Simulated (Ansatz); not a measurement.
System: AlGa₃N₄, space group P-43m (No. 215).

The given structure:
```yaml
crystal:
  lattice:
    - [4.46749, 0.00000, 0.00000]
    - [0.00000, 4.46749, 0.00000]
    - [0.00000, 0.00000, 4.46749]
  atoms:
    - { symbol: Al, position: [0.00000, 0.00000, 0.00000] }
    - { symbol: Ga, position: [0.50000, 0.50000, 0.00000] }
    - { symbol: Ga, position: [0.50000, 0.00000, 0.50000] }
    - { symbol: Ga, position: [0.00000, 0.50000, 0.50000] }
    - { symbol: N, position: [0.75503, 0.75503, 0.24497] }
    - { symbol: N, position: [0.75503, 0.24497, 0.75503] }
    - { symbol: N, position: [0.24497, 0.75503, 0.75503] }
    - { symbol: N, position: [0.24497, 0.24497, 0.24497] }
```

Method: Born effective charges by linear response at the zone centre, in units of the proton charge, Cartesian axes of the given cell; plane waves with PAW datasets (Ansatz 0.2.0). Level: PBEsol, no spin polarisation.

- wave cutoff: 420 eV
- k mesh: 6×6×6
- occupations: fixed
- pressure: 0 GPa

Predict the mean Born effective charge of each atom. The cases: Al; Ga 1; Ga 2; Ga 3; N 1; N 2; N 3; N 4.

Ga 1, Ga 2 and Ga 3 share the largest size, 2.63 e, and the charges add up to 0.00 e. The diagonal components of each atom differ by at most 0.10 e. The Born charge xx, in e, is 2.562 for Al, 2.598 for Ga 1, 2.598 for Ga 2, 2.700 for Ga 3, −2.614 for N 1, −2.614 for N 2, −2.614 for N 3 and −2.614 for N 4. The Born charge zz, in e, is 2.562 for Al, 2.700 for Ga 1, 2.598 for Ga 2, 2.598 for Ga 3, −2.614 for N 1, −2.614 for N 2, −2.614 for N 3 and −2.614 for N 4.

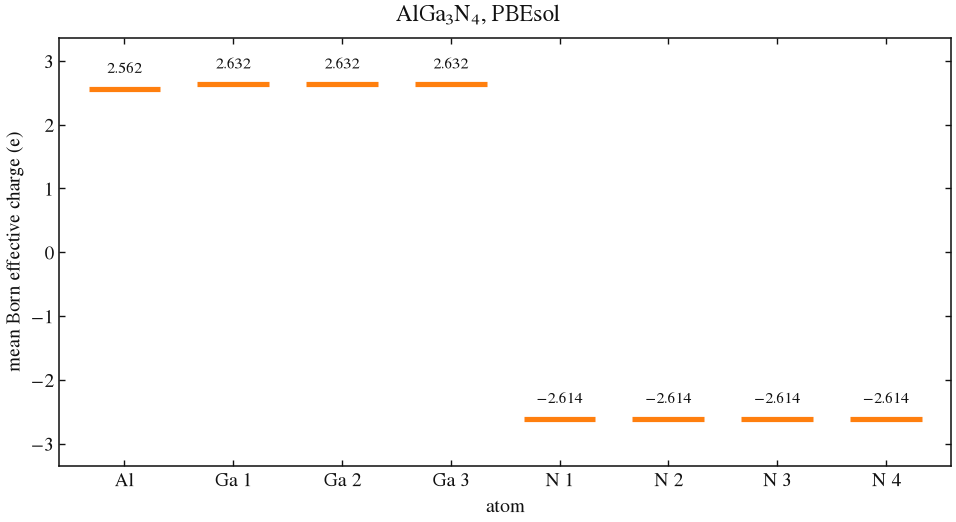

Note: field response not converged on the k mesh.
